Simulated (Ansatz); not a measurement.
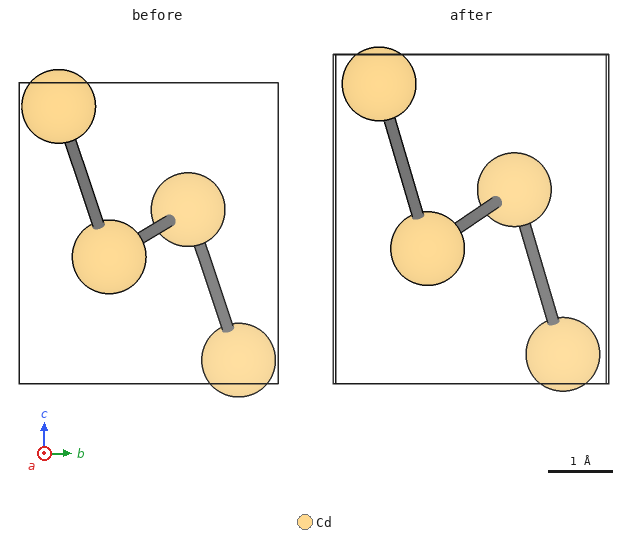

The structure of crystalline Cd (built on the alpha-gallium_64 type) (coarse preliminary run) before (left) and after (right) a relaxation, at one scale.

The picture is a ball-and-stick view of the cell of the calculation, seen along the a axis.

Case: alpha-gallium type (Cmce, No. 64).

Computed with DFT PBE, scalar-relativistic, plane waves, PAW in Ansatz 0.2.0.

Input
```yaml
crystal:
  lattice:
    - [2.3759859175, -4.0268555085, 0.0]
    - [2.3759859175, 4.0268555085, 0.0]
    - [0.0, 0.0, 4.7582927676]
  atoms:
    - { symbol: Cd, position: [0.1525, 0.8475, 0.0785] }
    - { symbol: Cd, position: [0.6525, 0.3475, 0.4215] }
    - { symbol: Cd, position: [0.8475, 0.1525, 0.9215] }
    - { symbol: Cd, position: [0.3475, 0.6525, 0.5785] }
basis:
  ecutwfc: 420
kpoints:
  mp_grid: { grid: [4, 4, 4] }
hamiltonian:
  xc: pbe
scf:
  occupations: { method: gaussian, width: 0.1 }
  lower_state_search: "off"
output:
  forces: true
  stress: true
  eigenvalues: true
relax:
  adjacent_minimum: "off"
  f_tol: 0.04
  max_steps: 70
  cell: { stress_tol: 0.4 }
```

Describe what moved and what it gained.

The largest moves relative to the cell, 0.087 Å, are those of Cd1, Cd2, Cd3 and Cd4. Cd1 goes along [2 −2 3]. Cell: a = b 4.676 → 4.909 Å (+5.0 %), c 4.758 → 5.205 Å (+9.4 %), γ 118.9° → 118.0°. Volume +21.7 %. Some distances before and after: Cd1–Cd3 2.567 → 2.854 Å, Cd1–Cd4 2.851 → 3.009 Å, Cd1–Cd2 2.883 → 3.032 Å, Cd1–Cd3 (another image) 2.944 → 3.089 Å. The space group stays Cmce (No. 64). After 4 accepted moves (5 points after the start) the energy has fallen by 0.643 eV per cell of the calculation. The largest force component goes from 0.74 to 0.023 eV/Å. Pressure: 11.24 GPa at the start and 0.16 GPa at the end. At 1 point the geometry stayed and the basis and grid were re-selected for the new cell (energy shift of 6.5 meV per cell of the calculation at most each time). The run took roughly 18 core-seconds on a shared host.
